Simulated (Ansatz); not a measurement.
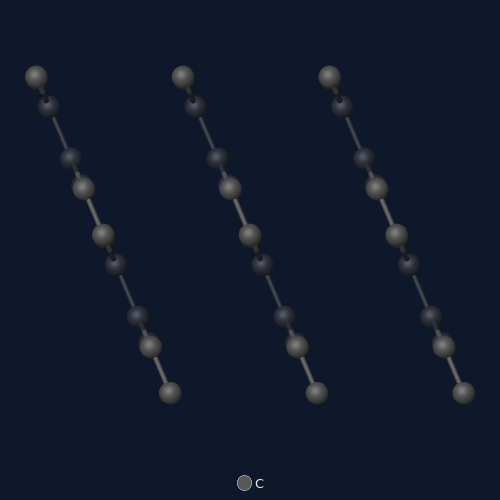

The system is CO on a C(110) slab cut from the R-3m phase, its upper half relaxed before the scan (10 atoms of substrate and one adsorbate in a 1 × 1 cell); the picture shows it without the atoms that are moved over the map. CO (O end down) is moved over the surface cell at a fixed height above a rigid substrate; the origin of the map has the adsorbate above C9; the height is held at 3.20 Å. Places are given modulo a cell vector. The map is drawn in real space over the plane of the surface. The scan uses a 4 × 4 grid. All energies are given in meV relative to the lowest grid point. With one adsorbate in each 1 × 1 cell, its nearest image is 3.6 Å away, so neighbouring adsorbates interact. At a fixed height the lowest place need not be the adsorption site. These are results of DFT PBE+D3(BJ), scalar-relativistic, plane waves, PAW (Ansatz), not measurements. Settings: cutoff 420 eV, k-mesh 8×7×1, gaussian smearing 0.05 eV, no spin polarisation.

Range: position of O11 along the first surface vector from 0.00 to 0.75; position of O11 along the second surface vector from 0.00 to 0.75.

Question: Predict the map.

Answer: The lowest grid point is at (1/4, 3/4) of the cell vectors. The highest grid point, (0/4, 1/4) of the cell vectors, lies 28.3 meV above the lowest.

```tsv
second ↓, first →	0/4	1/4	2/4	3/4
3/4	5.0	0.0	0.2	5.2
2/4	7.4	7.5	0.7	0.6
1/4	28.3	19.0	4.4	12.7
0/4	25.4	10.4	3.9	18.2
```

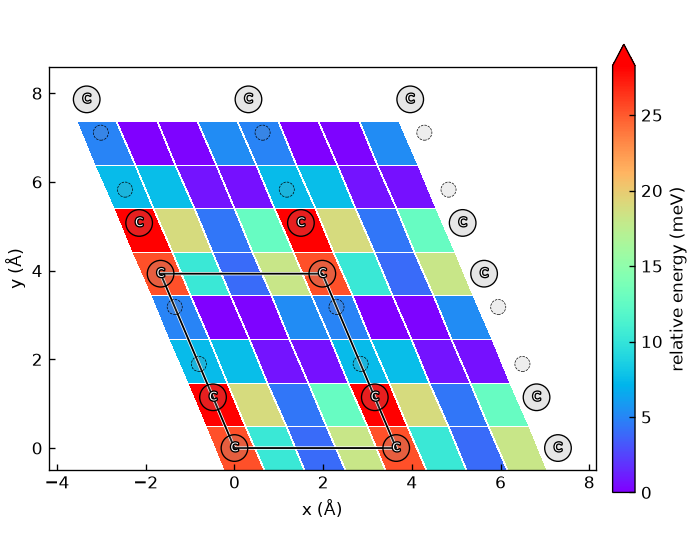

The picture shows one coloured cell a grid point, labelled circles for the atoms of the top layer and small ones for the second layer, the outline of one cell of the 2 × 2 shown, one colour for all values above the top of the scale.

Time for the 16 points that were run: 11 min on 1 thread of Arm Neoverse V2 (shared host).

PAW datasets: the set soft_1.
